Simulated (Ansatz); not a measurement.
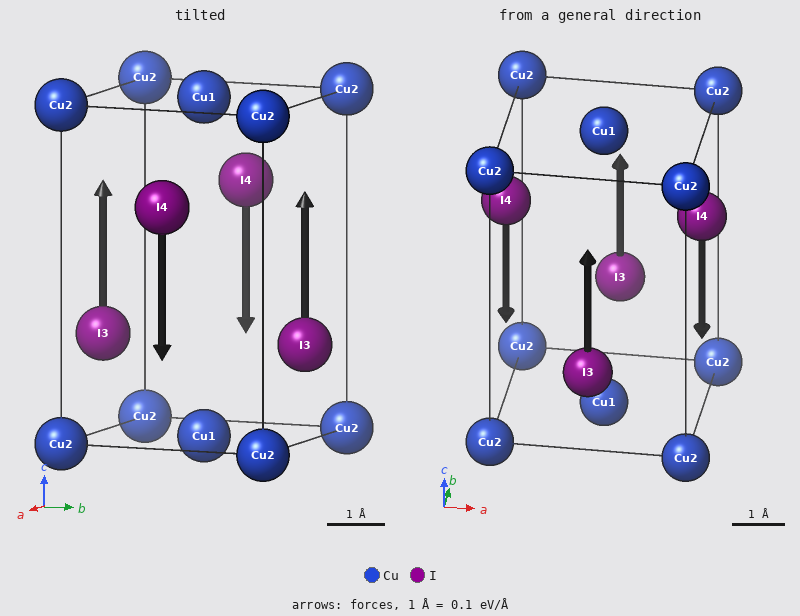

This spheres-only model is shown slightly off an axis and from a general direction. The wireframe shows the simulation cell. The arrows are the computed forces on the atoms.

System: CuI. The calculation used Ansatz 0.2.0, DFT, PBE, plane waves, PAW, with E_cut = 420 eV, a 6×6×4 k-point grid, Fermi-Dirac smearing of 0.02 eV, no spin polarisation.

Question: Has this structure been optimised to equilibrium?

Answer: No. The atoms still feel forces of up to about 0.23 eV/Å, far above a usual threshold of 0.01 to 0.03 eV/Å.

Question: Which atom feels the largest force?

Answer: I3 and I4, about 0.23 eV/Å.

The cell started as a structure listed in the Materials Project. The cell was then strained or its atoms displaced on purpose. It went into a calculation with Ansatz.
